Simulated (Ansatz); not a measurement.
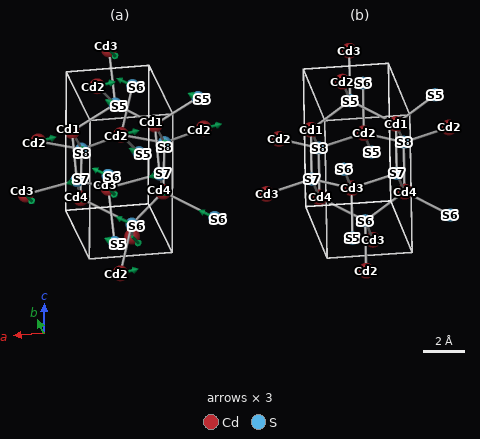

The structure of crystalline CdS (a generated structure, set up in P1) (coarse preliminary run) before (left) and after (right) a relaxation, at one scale. The green arrows give the displacements (the part carried along by the change of the cell is left out), magnified 3 times.

The picture is a ball-and-stick view of the cell of the calculation, seen from a free direction.

Computed with DFT PBE, scalar-relativistic, plane waves, PAW in Ansatz 0.2.0. (plane-wave cutoff 420 eV; k-point mesh 4 × 2 × 2; occupations gaussian; smearing width 0.1 eV; no spin polarisation; cell and atoms relaxed; force threshold 0.025 eV/Å; at most 60 steps)

What changed between the two?

The energy falls by 264 meV per atom in 3 accepted moves (4 points after the start). The largest force component goes from 4.1 to 0.0071 eV/Å. Pressure: 6.19 GPa at the start and 0.08 GPa at the end. At 1 point the geometry stayed and the basis and grid were re-selected for the new cell (energy shift of 0.2 meV per atom at most each time). The largest moves relative to the cell, 0.34 Å, are those of Cd2 and Cd3. Cd2 goes roughly along [−3 1 0]. By element the largest moves are Cd 0.34 Å, S 0.30 Å. The drawn cell changes as follows: a 4.088 → 4.210 Å (+3.0 %), b 7.068 → 7.195 Å (+1.8 %), c 7.290 → 7.212 Å (−1.1 %), α 91.6° → 90.0°, β 92.2° → 90.0°, γ 87.7° → 90.0°; the volume changes by +3.9 %. Some distances before and after: Cd3–S6 2.160 → 2.599 Å, Cd3–S7 2.901 → 2.538 Å, Cd1–S5 2.190 → 2.536 Å, Cd4–S6 2.821 → 2.537 Å. Among the angles between lasting bonds that change: Cd2–S6–Cd4 135.0° → 113.9°, S6–Cd3–S7 130.9° → 113.1°, S5–Cd2–S8 130.3° → 113.1°. The space group (tolerance 0.01 Å) goes from P1 (No. 1) to P2_1/c (No. 14).
